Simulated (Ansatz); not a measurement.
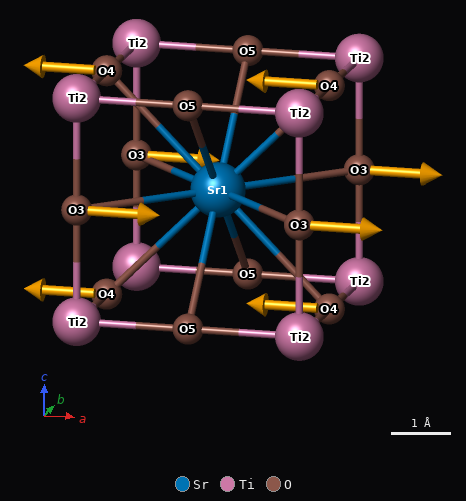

One vibrational mode of solid SrTiO3 (a generated structure) at the zone centre. Displacements are drawn as orange arrows; their common scale and sign are arbitrary. A ball-and-stick model of the cell of the calculation, seen slightly off an axis.

Computed with DFT PBE, scalar-relativistic, plane waves, PAW in Ansatz 0.2.0. (plane-wave cutoff 420 eV; k-point mesh 8 × 8 × 8; occupations fixed; no spin polarisation)

Frequencies are those without the non-analytic (LO–TO) term.

Question: Give the symmetry, activity and frequency of this mode.

Answer: This is the T₂u mode (triply degenerate; one member of the set is drawn) at 28.9 meV, optical level 3 of 4, counted from below (1 lower level is imaginary, so the structure is unstable), silent by symmetry (neither infrared- nor Raman-active). The Sr and Ti atoms stay at rest; all motion is along a; atoms of one kind move against one another, with no net shift of their sublattice.
